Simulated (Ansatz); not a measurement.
# Y_Hf in HfO2 (P2_1/c): charge-transition levels and formation energies, part 2 of 2

Wanted: the transition levels of a substitutional impurity in HfO2 (P2_1/c), from a cell of 96 host atoms with 1 Hf taken out and 1 Y put in.

Ansatz; place-levels on r2SCAN runs: charge-transition levels and formation energies with image-charge correction and potential alignment at the atomic sites; PAW set soft_1.

So far: The structure; The runs of each charge state.

**3. Levels against the band edges, r2SCAN**

A charged cell interacts with its images and the background, and its potential has another zero than the host's. place-levels removes the first by a point-charge model, screened by the static dielectric constant since the ions have relaxed around the charge, and the second by comparing potentials at atoms far from the defect.

The host is a run of the defect-free crystal in the same cutoffs, grids and k-points, so that basis and sampling errors cancel in part in the differences. Its band edges come from a run of the primitive cell that searches the zone for them. The host is run in a cell of 24 atoms on a matching mesh. Chemical potentials are energies per atom of Hf (hcp) and Y (hcp), run with the same functional and cutoff.

The input, levels.point.yaml:

```yaml
host:
  run: host.point.run
  levels_from: { run: edges.point.run }
states: [qm1.point.run, q0_M1.point.run, qp1.point.run, qp1_M2.point.run]
geometry_from:
  qm1.point.run: qm1.relax.run
  q0_M1.point.run: q0_M1.relax.run
  qp1.point.run: qp1.relax.run
  qp1_M2.point.run: qp1_M2.relax.run
  host.point.run: host.relax.run
chemical_potentials:
  Hf:
    energy: -15733.791958
    dataset: "<sha256 of the dataset>"
  "Y":
    energy: -3859.72699
    dataset: "<sha256 of the dataset>"
epsilon:
  - [5.04, 0.0, 0.14]
  - [0.0, 5.06, 0.0]
  - [0.14, 0.0, 4.74]
static_epsilon:
  - [21.35, 0.0, 1.58]
  - [0.0, 19.46, 0.0]
  - [1.58, 0.0, 15.71]
vertical:
  - { from: qm1.point.run, to: qm1.point_neutral.run }
  - { from: qp1.point.run, to: qp1.point_neutral.run }
  - { from: qp1_M2.point.run, to: qp1_M2.point_neutral.run }
```

On the command line:

```bash
> ansatz place-levels levels.point.yaml -- --threads 32 --pin off --max-ram 56524MiB
```

What it wrote:

```text
[... repeated set-up lines and file paths are left out, and long positions are rounded to six places ...]
(+1/0) 0.035 eV beneath the valence edge (-0.085 eV without the band-filling correction), in the valence band
(0/-1) 0.041 eV above the valence edge, 4.555 eV under the conduction edge
formation energy of charge +1: +2.932 eV with the Fermi level at the valence edge
formation energy of charge 0: +2.897 eV with the Fermi level at the valence edge
formation energy of charge -1: +2.938 eV with the Fermi level at the valence edge
vertical -1 to 0: no energy, since no alignment is typed
  the change from vertical[0].from (qm1.point.run) to vertical[0].to (qm1.point_neutral.run): by its potential at epsilon [[5.04, 0, 0.14], [0, 5.06, 0], [0.14, 0, 4.74]] it stands at 0.492 0.646 0.540, with an rms radius of about 7.1 Å (3.5 4.2 4.4 Å across [...]
vertical +1 to 0: no energy, since no alignment is typed
  the change from vertical[1].from (qp1.point.run) to vertical[1].to (qp1.point_neutral.run): by its potential at epsilon [[5.04, 0, 0.14], [0, 5.06, 0], [0.14, 0, 4.74]] it stands at 0.005 0.502 0.795, with an rms radius of about 7.4 Å (3.2 4.7 4.8 Å across [...]
vertical +1 to 0: no energy, since no alignment is typed
  the change from vertical[2].from (qp1_M2.point.run) to vertical[2].to (qp1_M2.point_neutral.run): by its potential at epsilon [[5.04, 0, 0.14], [0, 5.06, 0], [0.14, 0, 4.74]] it stands at 0.003 0.646 0.589, with an rms radius of about 7.1 Å (3.2 4.2 4.6 Å [...]
  edges by r2scan of host.levels_from (edges.point.run), its mesh sampled to repeats of 30.69 Å (the valence edge +0.092 eV and the conduction edge -0.106 eV from those of the host's own run), gap 4.596 eV; the host is sampled to repeats of 26.92 Å
  the defect's cells are sampled to repeats of 26.92 Å, like sampling
  charge +1: -528204.6253 eV with its correction of -0.077 eV, at epsilon [[21.35, 0, 1.58], [0, 19.46, 0], [1.58, 0, 15.71]], aligned at sites: -0.1825 eV, mean over 48 atomic sites at or beyond 5.11 Å from the defect at [0.6381, 0.5209, 0.6041], with [...]
  charge 0: +0.000 eV for its dipole among its images, +0.000 omitted
  charge -1: -528179.4823 eV with its correction of +0.167 eV, at epsilon [[21.35, 0, 1.58], [0, 19.46, 0], [1.58, 0, 15.71]], aligned at sites: -0.0616 eV, mean over 48 atomic sites at or beyond 5.11 Å from the defect at [0.6381, 0.5209, 0.6041], with [...]
  charge +1: states[2] (qp1.point.run) stands 0.088 eV higher, with a moment of 0.00 μB against 2.00
  states[2] (qp1.point.run): levels filled in part (TS 0.018 eV): its energy is of no whole electron's
  of states[3] (qp1_M2.point.run): it parts from the run at its places by a charge that spreads by about 4.6 Å along one vector (1.8 Å or more is wide), by its potential at epsilon [[5.04, 0, 0.14], [0, 5.06, 0], [0.14, 0, 4.74]], taken for that of held ions [...]
  of states[1] (q0_M1.point.run): its displacements don't fall off away from the defect: farther atoms stand 0.013 Å off the host's places. [...]
  of states[0] (qm1.point.run): it parts from the run at its places by a charge that spreads by about 4.4 Å along one vector (1.8 Å or more is wide), by its potential at epsilon [[5.04, 0, 0.14], [0, 5.06, 0], [0.14, 0, 4.74]], taken for that of held ions [...]
  of states[2] (qp1.point.run): it parts from the run at its places by a charge that spreads by about 4.8 Å along one vector (1.8 Å or more is wide), by its potential at epsilon [[5.04, 0, 0.14], [0, 5.06, 0], [0.14, 0, 4.74]], taken for that of held ions [...]
  of vertical[0].from (qm1.point.run): its displacements don't fall off away from the defect: farther atoms stand 0.012 Å off the host's places. [...]
  vertical[0].to (qm1.point_neutral.run): levels filled in part (TS 0.009 eV): its energy is of no whole electron's
  of vertical[0].to (qm1.point_neutral.run): its displacements don't fall off away from the defect: farther atoms stand 0.012 Å off the host's places. [...]
  vertical[1].from (qp1.point.run): levels filled in part (TS 0.018 eV): its energy is of no whole electron's
  of vertical[1].from (qp1.point.run): its displacements don't fall off away from the defect: farther atoms stand 0.013 Å off the host's places. [...]
  vertical[1].to (qp1.point_neutral.run): levels filled in part (TS 0.007 eV): its energy is of no whole electron's
  of vertical[1].to (qp1.point_neutral.run): its displacements don't fall off away from the defect: farther atoms stand 0.013 Å off the host's places. [...]
  of vertical[2].from (qp1_M2.point.run): its displacements don't fall off away from the defect: farther atoms stand 0.016 Å off the host's places. [...]
  vertical[2].to (qp1_M2.point_neutral.run): levels filled in part (TS 0.010 eV): its energy is of no whole electron's
  of vertical[2].to (qp1_M2.point_neutral.run): its displacements don't fall off away from the defect: farther atoms stand 0.016 Å off the host's places. [...]
```

Wall time 0.49 s (32 threads of Arm Neoverse V2, shared host).

Levels between the charges placed, in eV above the valence top:

|  | gap (eV) | (+1/0) | (0/−1) |
| --- | --- | --- | --- |
| r2SCAN | 4.60 | -0.04 | 0.04 |

Corrections by state:

| charge | moment (μB) | image terms and alignment (eV) | band filling (eV) | ε used | over the lowest of its charge, as the program ranks them, band filling apart (eV) |
| --- | --- | --- | --- | --- | --- |
| +1 | 2.0 | -0.077 | -0.050 | principal values (15.30, 19.46, 21.76) | 0.000 |
| 0 | 1.0 | 0.000 | - | - | 0.000 |
| −1 | 0.0 | 0.167 | - | principal values (15.30, 19.46, 21.76) | 0.000 |
| +1 | 0.0 | -0.075 | - | principal values (15.30, 19.46, 21.76) | 0.088 |

The charged structures listed were also run neutral, and place-levels reads from each pair, by the potential or the spins, how wide the charge is by which they differ; that can be the carrier of either run.

| charge | rms radius (Å) | spread where it is widest against the cell (Å) | wide from (Å) | reading |
| --- | --- | --- | --- | --- |
| +1 | 7.1 | 4.63 | 1.81 | wide |
| −1 | 7.1 | 4.44 | 1.81 | wide |

The neutral runs of these pairs need not share the spin of the lowest neutral state, and very wide values only mean spread over the cell.

From the program's caveats on the states, each cut to its opening words:

- charge +1 (2 μB): it parts from the run at its places by a charge that spreads by about 4.6 Å along one vector (1.8 Å or more is wide), by its potential at epsilon [[5.04, 0, [...]
- charge +1 (2 μB): a band-filling correction moves a carrier to the host's band edge, which changes its energy by -0.050 eV
- charge +1 (2 μB): the far atoms show a dipole or second moment of the defect's charge, for which the correction takes or leaves out 0.076 eV: further moments aren't read, and [...]
- charge +1 (2 μB): its displacements don't fall off away from the defect: farther atoms stand 0.016 Å off the host's places
- charge +1 (2 μB), 0 (1 μB): flagged: stability check not made
- charge 0 (1 μB), +1: its displacements don't fall off away from the defect: farther atoms stand 0.013 Å off the host's places
- charge −1: it parts from the run at its places by a charge that spreads by about 4.4 Å along one vector (1.8 Å or more is wide), by its potential at epsilon [[5.04, 0, [...]
- charge −1: its displacements don't fall off away from the defect: farther atoms stand 0.012 Å off the host's places
- charge +1: it parts from the run at its places by a charge that spreads by about 4.8 Å along one vector (1.8 Å or more is wide), by its potential at epsilon [[5.04, 0, [...]

The host's formation energy from the elements is -3.796 eV per atom; it sets how far the chemical potentials can move.

Limit set by the element alone; other compounds of these elements are not counted. Chemical potentials from the elements' reference states: Hf 0.00 eV, O -5.69 eV, Y 0.00 eV. Formation energy by charge state (Hf-rich; gap 4.60 eV):

| charge | at valence top (eV) | at conduction bottom (eV) | correction included (eV) |
| --- | --- | --- | --- |
| +1 | 2.93 | 7.53 | -0.13 |
| 0 | 2.90 | 2.90 | 0.00 |
| −1 | 2.94 | -1.66 | 0.17 |

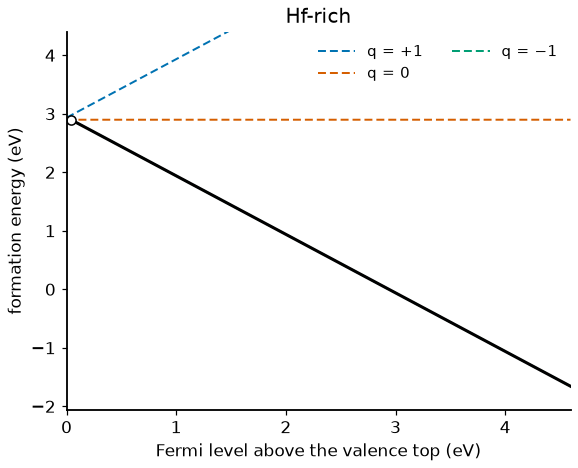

Formation energy against Fermi level; the thick line follows the lowest charge state and circles mark the transition levels.

Limit set by the element alone; other compounds of these elements are not counted. Chemical potentials from the elements' reference states: O 0.00 eV, Hf -11.39 eV, Y 0.00 eV. Formation energy by charge state (O-rich; gap 4.60 eV):

| charge | at valence top (eV) | at conduction bottom (eV) | correction included (eV) |
| --- | --- | --- | --- |
| +1 | -8.46 | -3.86 | -0.13 |
| 0 | -8.49 | -8.49 | 0.00 |
| −1 | -8.45 | -13.05 | 0.17 |

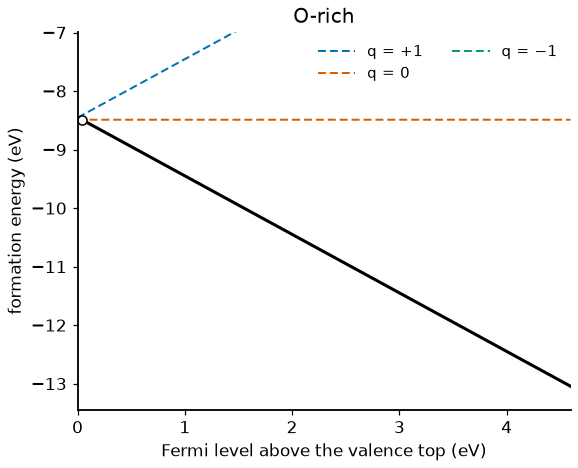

Formation energy against Fermi level; the thick line follows the lowest charge state and circles mark the transition levels.

**4. Effect of the sampling**

The relaxations' own energies give the levels at their sampling, for comparison.

The input, levels.relax_mesh.yaml:

```yaml
host:
  run: host.relax.run
  levels_from: { run: edges.relax.run }
states: [qm1.relax.run, q0_M1.relax.run, qp1.relax.run, qp1_M2.relax.run]
chemical_potentials:
  Hf:
    energy: -15733.791958
    dataset: "<sha256 of the dataset>"
  "Y":
    energy: -3859.72699
    dataset: "<sha256 of the dataset>"
```

On the command line:

```bash
> ansatz place-levels levels.relax_mesh.yaml -- --threads 32 --pin off --max-ram 56524MiB
```

What it wrote:

```text
[...]
(0/-1) 0.039 eV above the valence edge, 4.557 eV under the conduction edge
formation energy of charge +1: +2.934 eV with the Fermi level at the valence edge
formation energy of charge 0: +2.899 eV with the Fermi level at the valence edge
formation energy of charge -1: +2.937 eV with the Fermi level at the valence edge
  edges by r2scan of host.levels_from (edges.relax.run), its mesh sampled to repeats of 30.69 Å (the valence edge +0.096 eV and the conduction edge -0.182 eV from those of the host's own run), gap 4.596 eV; the host is sampled to repeats of 14.56 Å
[... the lines on each state left out ...]
```

The job ended after 0.15 s (32 threads).

Levels between neighbouring charges, in eV above the valence top:

|  | gap (eV) | (+1/0) | (0/−1) |
| --- | --- | --- | --- |
| one point at (¼, ¼, ¼) | 4.60 | -0.04 | 0.04 |
| a 2×2×2 shifted mesh | 4.60 | -0.04 | 0.04 |

Going from one point at (¼, ¼, ¼) to a 2×2×2 shifted mesh moves the levels that carry no band-filling term by up to 0.00 eV and formation energies against the elements by up to 0.00 eV; band-filling terms, which differ between samplings, are in these energies.

**5. Summary of results**

- gap of the host: 4.60 eV (r2SCAN)
- level (plus 1/0): 0.04 eV below the valence top (-0.09 eV above the valence top without the band-filling term)
- level (0/minus 1): 0.04 eV above the valence top
- lowest of the charges placed, just above the valence top (0.02 eV): 0
- lowest of the charges placed, just below the conduction bottom (0.02 eV): −1
- lowest formation energy at mid-gap of the charges run, Hf-rich: 0.64 eV
- lowest formation energy at mid-gap of the charges run, O-rich: -10.75 eV

In words: Of the charges placed (−1, 0 and +1), the lowest changes at 0.04 eV (0/−1) above the valence top, in a gap of 4.60 eV. (0/−1) lies nearer to a band edge than the share of the finite-size correction in it (0.17 eV), and that correction holds for a localised charge alone. (0/−1) lies 0.04 eV from a band edge, less than the doubt on such levels. Charges below −1 were not placed, so these runs say nothing of levels that involve them. States placed: +1 at 2 μB and 0 μB; 0 at 1 μB; −1 at 0 μB. Other spin states or structures, where not listed, weren't placed. The program finds carriers beyond a band edge of the host and adds a band-filling term at charge +1 (-0.05 eV); steps to such a charge show no bound level, and a defect level inside a band would be read the same way. Y is taken at its element; compounds, which aren't counted here, bound the chemical potentials and would shift these formation energies. The lowest formation energy (O-rich) is negative across the gap, so the defect would form by itself: these chemical potentials lie beyond what competing compounds allow, or the host is unstable against it. Going from one point at (¼, ¼, ¼) to a 2×2×2 shifted mesh moves the levels that carry no band-filling term by up to 0.00 eV and formation energies against the elements by up to 0.00 eV; band-filling terms, which differ between samplings, are in these energies. Limits: r2SCAN makes the gap too small and tends to spread out bound carriers; where a gas molecule sets a chemical potential or the host's formation energy, its binding is uncorrected; spin–orbit coupling, which can matter with heavy atoms, is left out.

[Logs are printed without paths, hosts, clocks, repeated set-up lines and the standing remarks that a program may print on its own settings, such as how far it seeks lower states.]

[Hosts, paths, dates, database ids (printed as entryN), source tags and the programs' standing remarks are cut or masked in the printed files.]

[Where a table of states has a column of steps, it counts the stored structures, which are thinned; the runs took as many ionic steps or more.]

[A defect's name tells the site on which it was built; relaxed atoms can leave that site.]

[For some hosts the program warned that the k-mesh of the response run may be too coarse for force constants and the static dielectric constant; such warnings are not shown here.]
